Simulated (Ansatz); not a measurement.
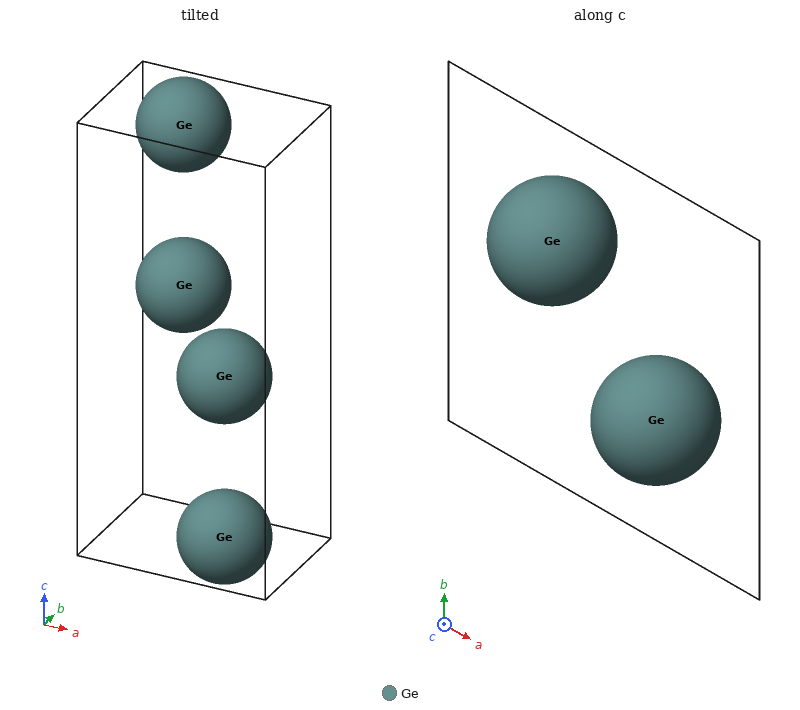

Spheres-only model, viewed slightly off an axis and along the c axis. The outline marks the conventional unit cell.

Ge, hexagonal diamond (lonsdaleite type), space group P6_3/mmc (No. 194), a = 3.895 Å, b = 3.895 Å, c = 6.593 Å, α = 90.00°, β = 90.00°, γ = 120.00°. Origin of the cell: a structure type filled with this element by a generator (whether the element takes this form wasn't checked). The cell was then strained or its atoms displaced on purpose. It was run through Ansatz as a DFT input.

This one geometry was computed with Ansatz (DFT, plane waves, PAW) at three levels of theory: PBE, HSE06 and r2SCAN. It was relaxed with r2SCAN and then strained.

Which level gives the highest pressure at this volume, and what does that say about its equilibrium volume?

Answer. Highest: PBE (7.2 GPa), which points to the largest equilibrium volume. Lowest, with the smallest volume: r2SCAN (4.2 GPa). Levels within 0.5 GPa of each other can't be told apart.

How does the band gap change with the level of theory?

Answer. PBE: a gap of 0.15 eV, direct; r2SCAN: a gap of 0.45 eV, indirect; HSE06: a gap of 0.76 eV, indirect.

Collect the results in a table.

Answer.
| level | cutoff (eV) | k-mesh of the run's cell | gap (eV) | pressure (GPa) |
| --- | --- | --- | --- | --- |
| PBE | 420 | 12×12×4 | 0.15 | 7.2 |
| HSE06 | 420 | 6×6×4 | 0.76 | 4.8 |
| r2SCAN | 500 | 12×12×4 | 0.45 | 4.2 |

Gaps are taken on the k-mesh or band path of each run.
